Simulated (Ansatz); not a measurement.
Geometry relaxation of C9O (part 2 of 2)

C9O (slab, 10 atoms in the cell); DFT PBE+D3(BJ), scalar-relativistic, plane waves, PAW, no spin polarisation (Ansatz 0.2.0); cutoff 420 eV, 12×12×1 k-mesh, Gaussian smearing of 0.1 eV. The structure derives from an entry of the Crystallography Open Database. The input holds or restrains some coordinates. Forces given for the steps count only the free coordinates. It belongs to a series of runs on one base structure; here: CO put at a hollow C-C site.

Geometry of the input (Å; fractional positions):
```
2.4650  0.0000  0.0000
-1.2325  2.1347  0.0000
0.0000  0.0000  30.2577
C  0.0000  0.0000  0.2809
C  0.6667  0.3333  0.2809
C  0.0000  0.0000  0.3923
C  0.3333  0.6667  0.3923
C  0.0000  0.0000  0.5036
C  0.6667  0.3333  0.5036
C  0.0000  0.0000  0.6150
C  0.3333  0.6667  0.6150
C  0.6667  0.3333  0.6374
O  0.6667  0.3333  0.6755
```

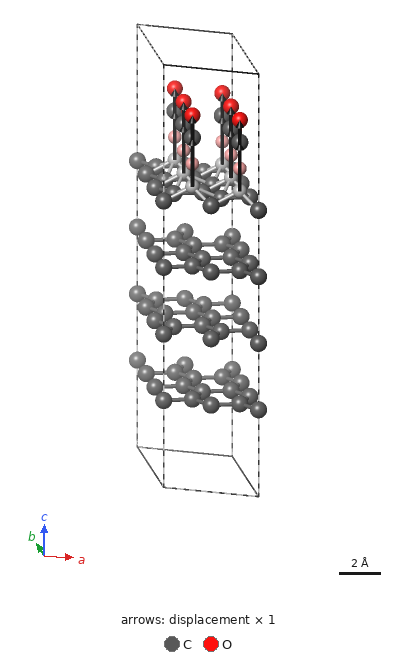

Figure 1. Start (faint) and end (solid) with the displacements as black arrows, at true length (ball-and-stick view of the 2 × 3 repeat of the cell, with the vacuum cut short, seen slightly off an axis). After 17 geometry steps the energy has fallen by 11.795 eV per cell of the calculation. Largest force component: 8.7 eV/Å at the start, 0.0042 eV/Å at the end. The line search rejected the trial step at point 15 (counted from 0) and went back. C9 moves most: 2.48 Å. Largest moves by element: C 2.48 Å, O 2.46 Å. The cell doesn't change. Among the contacts that change: C7–C9 1.577 → 3.454 Å, C9–O10 1.150 → 1.134 Å. Bonds break: C7–C9 (1.58 → 3.45 Å), C8–C9 (1.58 → 3.45 Å). (Atoms are counted from 1 in the order of the input.)

```
WARN: The output density's exchange-correlation potential varies sharply where the density is thin. Do not read a vacuum level from v_tot or v_xc, or from such a field of the output density. On a cell that repeats whose density bears no net charge and no dipole along the vacuum's axis use v_es (v_loc + v_h of the components); under efield.dipole_correction with no amplitude use v_es + v_field, which holds any external_charges[].barrier, or the levels of the report's work_function block, which leave it out; under a non-zero efield.amplitude the vacuum is tilted and has no level; on a cell that repeats and bears such a dipole with no correction it is tilted too, and efield.dipole_correction with no amplitude gives each side of its ramp a level where efield: is served; in a cell that repeats whose density bears a net charge (total_charge, or a fill off its count) it is curved and has none; of a slab under crystal.periodic whose density bears no net charge use v_es, which has a level on each side, short of where the two are joined; of another it falls or rises all the way out and has none; of a slab beside external_charges read slab_vacuum_level instead, which it has where they leave it neutral. The grid or the basis barely resolves most such structure, and the values can differ between equally converged runs; as a rule a tighter scf.convergence.dr2_threshold does not remove it. Where the density itself ripples (under the LDA too) a higher basis.ecutwfc lessens it. The files hold the spikes' plane waves up to the density's cutoff. Files: v_tot_of_output_density and the like, and their columns of v_z.tsv (output.write_potential); v_xc_of_output_density and the like, and their columns of v_comp_z.tsv (output.write_potential_components). Measured: with its Gaussian average of σ = 0.25 Å subtracted twice, the exchange-correlation potential is over 0.1 eV at 25 of the grid points where the equally averaged density (valence and model cores) is under 1e-3 e/Å³, and 0.259 eV at the most among them, at an averaged density of 2.3e-7 e/Å³. The input density's (outcome.potential() and, of a run that writes arrays, v_tot and v_xc) is over 0.1 eV, so measured, at 6 points of its own thin density, 0.279 eV at the most. See output.write_potential in the manual, Limitations
SCF converged after 9 iterations
Free energy (F): -2824.131197 eV
Harris-Foulkes:  -2824.131197 eV  (|F-HF|=5.11e-10)
Internal energy: -2824.127582 eV  (E = F + TS)
E sigma→0 (E₀):  -2824.129389 eV
Entropy (-TS):   -0.003615 eV (-0.361 meV/atom)
Fermi energy:    1.531018 eV
Dipole field:    D = -0.049521 V/Å  (p = -0.043573 e·Å, saw-weighted, corrected)
Work function:   Φ+ = 5.7888 eV   Φ− = 4.2905 eV
Levels:          The Fermi level and band energies are counted from a zero that moves with the ramp; work functions are not
--- Per-component energies (eV) ---
  E_band       = -324.329484
  E_kinetic    = 987.230921
  E_local      = -29258.651062  (includes V_loc(G=0)·N_el)
  E_nonlocal   = 296.907203
  E_hartree    = 14184.857024
  E_xc         = -503.133157
  E_vxc        = -625.349441  (∫ρ·V_xc dr)
  E_paw        = -1051.996361  (= ΣΔE_a)
  E_vpaw       = -96.699144  (= ΣTr[D̂ρ^β])
  E_aug_tail   = 0.002492  (compensation charges beyond the density's cutoff)
  E_efield     = 0.001079  (sawtooth field / dipole correction)
  E_vefield    = 2.515428  (∫n·V_field dr)
  E_ewald      = 12522.053645
  E_disp       = -1.399366  (pairwise vdW)
  E_smearing   = -0.003615  (= −TS)
  E_closure    = 0.000000  (closes the sum)
  Σ components = -2824.131197   (vs F -2824.131197, Δ=0.00e0)
--- Forces (eV/Å), atoms counted from 1 ---
  atom   1  C      0.00000000    -0.00000000     0.01052465
  atom   2  C     -0.00000000     0.00000000    -0.01209852
  atom   3  C     -0.00000000     0.00000000    -0.00041461
  atom   4  C      0.00000000    -0.00000000     0.00576232
  atom   5  C      0.00000000    -0.00000000    -0.00158267
  atom   6  C     -0.00000000     0.00000000    -0.00420793
  atom   7  C     -0.00000000     0.00000000    -0.00098207
  atom   8  C      0.00000000    -0.00000000     0.00050488
  atom   9  C      0.00000000    -0.00000000     0.00051786
  atom  10  O      0.00000000    -0.00000000     0.00197235
  max |Σ_I F_I| component: 3.76e-6 eV/Å
--- Band table (eV; the first three rows and the last of 19) ---
  k-point 0: bands = ["-23.5549", "-18.0624", "-17.9535", "-17.8595", "-17.6101", "-9.0498", "-6.7497", "-6.2897", "-5.7604", "-5.3021", "-4.6198", "-2.3651", "-2.3651", "-1.4848", "-1.4848", "-1.4734", "-1.4734", "-1.4252", "-1.4252", "-1.1501", "-1.1501", "5.1209", "6.2605", "6.6070", "7.0937", "7.8004", "8.2193", "8.6376", "8.6376", "9.5019", "9.7788"]
  k-point 1: bands = ["-23.4692", "-17.8973", "-17.7893", "-17.6963", "-17.4465", "-8.9247", "-6.5504", "-6.1008", "-5.6004", "-5.1500", "-4.5978", "-2.5545", "-2.4456", "-2.1406", "-2.1233", "-2.0769", "-1.8264", "-1.8113", "-1.8014", "-1.7643", "-1.4891", "5.3421", "6.4761", "6.8179", "7.3114", "7.9473", "8.2048", "8.4430", "8.5157", "9.7023", "9.9261"]
  k-point 2: bands = ["-23.2266", "-17.4039", "-17.2985", "-17.2084", "-16.9575", "-8.5664", "-5.9617", "-5.6269", "-5.3032", "-4.7793", "-4.3511", "-3.7890", "-3.7590", "-3.7146", "-3.4393", "-2.8162", "-2.6596", "-2.6239", "-2.6042", "-2.5583", "-2.2828", "6.0049", "6.8935", "7.1168", "7.4625", "7.9996", "8.2006", "8.6195", "9.0792", "9.8467", "9.8924"]
  k-point 18: bands = ["-21.8666", "-11.1012", "-11.0469", "-11.0397", "-11.0250", "-10.9908", "-10.9639", "-10.7077", "-10.6994", "-9.0147", "-9.0079", "-8.9570", "-8.6747", "-6.4221", "-6.3919", "-6.3919", "-0.6619", "1.0846", "1.4475", "1.5343", "1.5425", "1.5868", "1.8456", "1.8683", "2.1817", "3.2171", "3.2226", "11.9370", "12.0149", "12.4113", "12.7485"]
--- Relaxed structure (18 steps of the walk, 17 accepted, 0 SCFs on fresh bases) ---
  F+E_penalty+E_count = -2824.13119676 eV   max|allowed force component| = 4.208e-3 eV/Å
  atoms:
    - { symbol: C, position: [-3.3306690739077814e-17, -1.480297366145334e-17, 0.2809206996] }
    - { symbol: C, position: [0.6666666666666665, 0.33333333333333326, 0.28092069179999996] }
    - { symbol: C, position: [-3.3306690739077814e-17, -1.480297366145334e-17, 0.3922716013] }
    - { symbol: C, position: [0.33333333333333326, 0.6666666666666666, 0.3922715935] }
    - { symbol: C, position: [-3.306493947442178e-17, -1.480297366145334e-17, 0.5041546822348923] }
    - { symbol: C, position: [0.6666666666666665, 0.33333333333333326, 0.5041468130297786] }
    - { symbol: C, position: [-3.3111495110528546e-17, -1.4802973661453376e-17, 0.6154030987683169] }
    - { symbol: C, position: [0.33333333333333326, 0.6666666666666666, 0.6154179137774283] }
    - { symbol: C, position: [0.6666666666666665, 0.33333333333333326, 0.7194273152501688] }
    - { symbol: O, position: [0.6666666666666665, 0.33333333333333326, 0.7569091219834582] }
```

### Trajectory as extended XYZ (Å, eV, eV/Å), 10 of the 18 frames kept, from step=1 to step=18
```
10
Lattice="2.4650 0.0000 0.0000 -1.2325 2.1347 0.0000 0.0000 0.0000 30.2577" Properties=species:S:1:pos:R:3:forces:R:3 step=1 energy=-2812.33592
C     0.0000    0.0000    8.5000    0.0000   0.0000   0.0081
C     1.2325    0.7116    8.5000    0.0000   0.0000  -0.0116
C     0.0000    0.0000   11.8692    0.0000   0.0000   0.0033
C     0.0000    1.4232   11.8692    0.0000   0.0000   0.0035
C     0.0000    0.0000   15.2384    0.0000   0.0000  -0.0130
C     1.2325    0.7116   15.2384    0.0000   0.0000   0.0230
C     0.0000    0.0000   18.6076    0.0000   0.0000  -7.7402
C     0.0000    1.4232   18.6076    0.0000   0.0000  -7.8042
C     1.2325    0.7116   19.2876    0.0000   0.0000   6.8305
O     1.2325    0.7116   20.4377    0.0000   0.0000   8.6994
10
Lattice="2.4650 0.0000 0.0000 -1.2325 2.1347 0.0000 0.0000 0.0000 30.2577" Properties=species:S:1:pos:R:3:forces:R:3 step=3 energy=-2818.01940
C     0.0000    0.0000    8.5000    0.0000   0.0000   0.0121
C     1.2325    0.7116    8.5000    0.0000   0.0000  -0.0116
C     0.0000    0.0000   11.8692    0.0000   0.0000   0.0026
C     0.0000    1.4232   11.8692    0.0000   0.0000   0.0202
C     0.0000    0.0000   15.3079    0.0000   0.0000  -0.0842
C     1.2325    0.7116   15.3098    0.0000   0.0000  -0.1141
C     0.0000    0.0000   18.3005    0.0000   0.0000  -4.7274
C     0.0000    1.4232   18.2981    0.0000   0.0000  -4.7685
C     1.2325    0.7116   19.4622    0.0000   0.0000  12.0952
O     1.2325    0.7116   20.6669    0.0000   0.0000  -2.4244
10
Lattice="2.4650 0.0000 0.0000 -1.2325 2.1347 0.0000 0.0000 0.0000 30.2577" Properties=species:S:1:pos:R:3:forces:R:3 step=5 energy=-2821.94479
C     0.0000    0.0000    8.5000    0.0000   0.0000   0.0125
C     1.2325    0.7116    8.5000    0.0000   0.0000  -0.0125
C     0.0000    0.0000   11.8692    0.0000   0.0000  -0.0022
C     0.0000    1.4232   11.8692    0.0000   0.0000   0.0115
C     0.0000    0.0000   15.2868    0.0000   0.0000  -0.3800
C     1.2325    0.7116   15.2881    0.0000   0.0000  -0.6396
C     0.0000    0.0000   17.9512    0.0000   0.0000  -1.7442
C     0.0000    1.4232   17.9481    0.0000   0.0000  -1.4817
C     1.2325    0.7116   19.7984    0.0000   0.0000  11.8276
O     1.2325    0.7116   21.0309    0.0000   0.0000  -7.5927
10
Lattice="2.4650 0.0000 0.0000 -1.2325 2.1347 0.0000 0.0000 0.0000 30.2577" Properties=species:S:1:pos:R:3:forces:R:3 step=7 energy=-2823.69546
C     0.0000    0.0000    8.5000    0.0000   0.0000   0.0125
C     1.2325    0.7116    8.5000    0.0000   0.0000  -0.0122
C     0.0000    0.0000   11.8692    0.0000   0.0000  -0.0485
C     0.0000    1.4232   11.8692    0.0000   0.0000  -0.0477
C     0.0000    0.0000   15.0549    0.0000   0.0000  -0.3106
C     1.2325    0.7116   15.0475    0.0000   0.0000  -0.1965
C     0.0000    0.0000   17.8509    0.0000   0.0000  -0.2776
C     0.0000    1.4232   17.8561    0.0000   0.0000  -0.3055
C     1.2325    0.7116   20.1873    0.0000   0.0000  -0.1939
O     1.2325    0.7116   21.3108    0.0000   0.0000   1.3795
10
Lattice="2.4650 0.0000 0.0000 -1.2325 2.1347 0.0000 0.0000 0.0000 30.2577" Properties=species:S:1:pos:R:3:forces:R:3 step=9 energy=-2823.99325
C     0.0000    0.0000    8.5000    0.0000   0.0000   0.0115
C     1.2325    0.7116    8.5000    0.0000   0.0000  -0.0114
C     0.0000    0.0000   11.8692    0.0000   0.0000  -0.1181
C     0.0000    1.4232   11.8692    0.0000   0.0000  -0.1432
C     0.0000    0.0000   14.8738    0.0000   0.0000  -0.1044
C     1.2325    0.7116   14.8668    0.0000   0.0000   0.0957
C     0.0000    0.0000   17.8589    0.0000   0.0000   0.0657
C     0.0000    1.4232   17.8665    0.0000   0.0000  -0.1234
C     1.2325    0.7116   20.5540    0.0000   0.0000   0.2971
O     1.2325    0.7116   21.6879    0.0000   0.0000   0.0307
10
Lattice="2.4650 0.0000 0.0000 -1.2325 2.1347 0.0000 0.0000 0.0000 30.2577" Properties=species:S:1:pos:R:3:forces:R:3 step=10 energy=-2824.04429
C     0.0000    0.0000    8.5000    0.0000   0.0000   0.0115
C     1.2325    0.7116    8.5000    0.0000   0.0000  -0.0114
C     0.0000    0.0000   11.8692    0.0000   0.0000  -0.0981
C     0.0000    1.4232   11.8692    0.0000   0.0000  -0.1187
C     0.0000    0.0000   14.9103    0.0000   0.0000  -0.0536
C     1.2325    0.7116   14.9062    0.0000   0.0000   0.0595
C     0.0000    0.0000   17.9487    0.0000   0.0000   0.0648
C     0.0000    1.4232   17.9540    0.0000   0.0000  -0.0615
C     1.2325    0.7116   20.7537    0.0000   0.0000   0.2063
O     1.2325    0.7116   21.8879    0.0000   0.0000   0.0012
10
Lattice="2.4650 0.0000 0.0000 -1.2325 2.1347 0.0000 0.0000 0.0000 30.2577" Properties=species:S:1:pos:R:3:forces:R:3 step=12 energy=-2824.10219
C     0.0000    0.0000    8.5000    0.0000   0.0000   0.0106
C     1.2325    0.7116    8.5000    0.0000   0.0000  -0.0116
C     0.0000    0.0000   11.8692    0.0000   0.0000  -0.0592
C     0.0000    1.4232   11.8692    0.0000   0.0000  -0.0719
C     0.0000    0.0000   14.9961    0.0000   0.0000   0.0367
C     1.2325    0.7116   14.9971    0.0000   0.0000  -0.0102
C     0.0000    0.0000   18.1586    0.0000   0.0000   0.0007
C     0.0000    1.4232   18.1586    0.0000   0.0000   0.0321
C     1.2325    0.7116   21.1404    0.0000   0.0000   0.0235
O     1.2325    0.7116   22.2741    0.0000   0.0000   0.0493
10
Lattice="2.4650 0.0000 0.0000 -1.2325 2.1347 0.0000 0.0000 0.0000 30.2577" Properties=species:S:1:pos:R:3:forces:R:3 step=14 energy=-2824.12742
C     0.0000    0.0000    8.5000    0.0000   0.0000   0.0104
C     1.2325    0.7116    8.5000    0.0000   0.0000  -0.0119
C     0.0000    0.0000   11.8692    0.0000   0.0000  -0.0192
C     0.0000    1.4232   11.8692    0.0000   0.0000  -0.0198
C     0.0000    0.0000   15.1398    0.0000   0.0000   0.0217
C     1.2325    0.7116   15.1405    0.0000   0.0000  -0.0148
C     0.0000    0.0000   18.4261    0.0000   0.0000  -0.0115
C     0.0000    1.4232   18.4255    0.0000   0.0000   0.0269
C     1.2325    0.7116   21.5263    0.0000   0.0000  -0.0241
O     1.2325    0.7116   22.6600    0.0000   0.0000   0.0423
10
Lattice="2.4650 0.0000 0.0000 -1.2325 2.1347 0.0000 0.0000 0.0000 30.2577" Properties=species:S:1:pos:R:3:forces:R:3 step=16 energy=-2824.12728 accepted=F
C     0.0000    0.0000    8.5000    0.0000   0.0000   0.0113
C     1.2325    0.7116    8.5000    0.0000   0.0000  -0.0124
C     0.0000    0.0000   11.8692    0.0000   0.0000   0.0089
C     0.0000    1.4232   11.8692    0.0000   0.0000   0.0211
C     0.0000    0.0000   15.3569    0.0000   0.0000  -0.0357
C     1.2325    0.7116   15.3557    0.0000   0.0000  -0.0188
C     0.0000    0.0000   18.6584    0.0000   0.0000   0.0403
C     0.0000    1.4232   18.6600    0.0000   0.0000   0.0100
C     1.2325    0.7116   21.9137    0.0000   0.0000   0.0249
O     1.2325    0.7116   23.0482    0.0000   0.0000  -0.0495
10
Lattice="2.4650 0.0000 0.0000 -1.2325 2.1347 0.0000 0.0000 0.0000 30.2577" Properties=species:S:1:pos:R:3:forces:R:3 step=18 energy=-2824.13120
C     0.0000    0.0000    8.5000    0.0000   0.0000   0.0105
C     1.2325    0.7116    8.5000    0.0000   0.0000  -0.0121
C     0.0000    0.0000   11.8692    0.0000   0.0000  -0.0004
C     0.0000    1.4232   11.8692    0.0000   0.0000   0.0058
C     0.0000    0.0000   15.2545    0.0000   0.0000  -0.0016
C     1.2325    0.7116   15.2543    0.0000   0.0000  -0.0042
C     0.0000    0.0000   18.6207    0.0000   0.0000  -0.0010
C     0.0000    1.4232   18.6211    0.0000   0.0000   0.0005
C     1.2325    0.7116   21.7682    0.0000   0.0000   0.0005
O     1.2325    0.7116   22.9023    0.0000   0.0000   0.0020
```

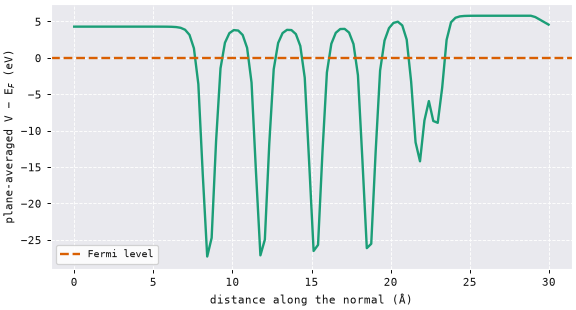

Figure 2. Plane average of the electrostatic potential energy of an electron across the cell, from the Fermi level. The vacuum level lies 5.79 eV above the Fermi level on the upper side and 4.29 eV on the lower.

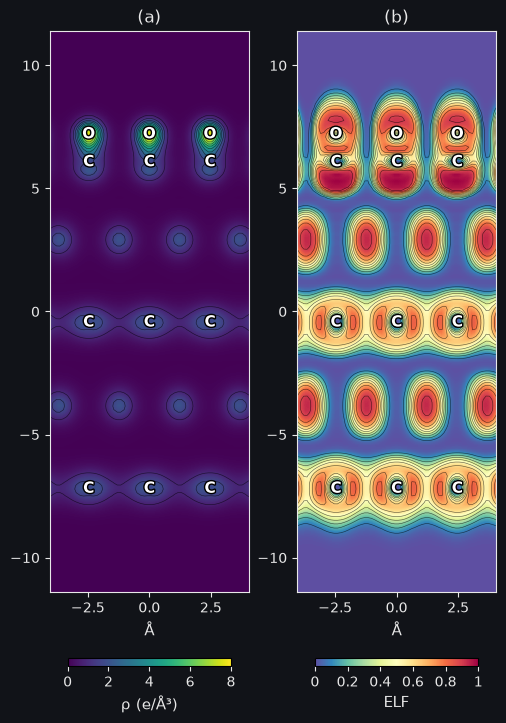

Figure 3. (a) valence charge density (pseudo); (b) electron localisation function on the (11̄0) plane of the calculation cell, a cut from vacuum to vacuum. C–O (1.13 Å): ρ is about 4.1 e/Å³ halfway; the ELF peaks at about 0.85 between the atoms (inside overlapping PAW spheres, so only a guide) (a double or triple bond). The density dies away to nearly zero in the vacuum. Core electrons are frozen (PAW), so the fields are smoothed inside the atomic spheres.

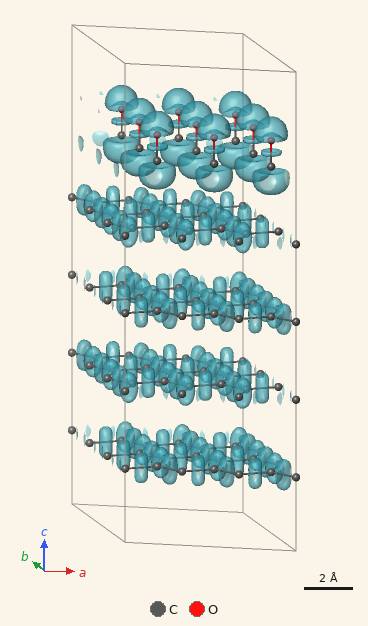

Figure 4. Isosurface of the electron localisation function at 0.8 (cyan), seen slightly off an axis. Core shells and regions of very low density are left out. Sticks mark near contacts. Values along the shortest contacts: C–O (1.13 Å): the ELF peaks at about 0.85 between the atoms (inside overlapping PAW spheres, so only a guide); a double or triple bond. C–C (1.42 Å): the ELF peaks at about 0.95 between the atoms, which marks a covalent bond.

### Results in brief

```csv
quantity,value
outcome,converged under the restraints of the input
electrons treated,42
free energy,−2824.1312 eV
"work function, top face",5.79 eV
"work function, bottom face",4.29 eV
Fermi energy,1.531 eV
gap on the k-point mesh,none (metallic)
final volume,159.22 Å³
work function (upper face),5.79 eV
"largest force (length of the vector) at the end, held atoms and coordinates included",0.012 eV/Å
wall time,91 s (CPU time 3 min)
peak memory,0.5 GiB
```

### Remarks

The electronic state found may not be the lowest one. Notes on the run: the exchange-correlation potential is rough where the density is thin.
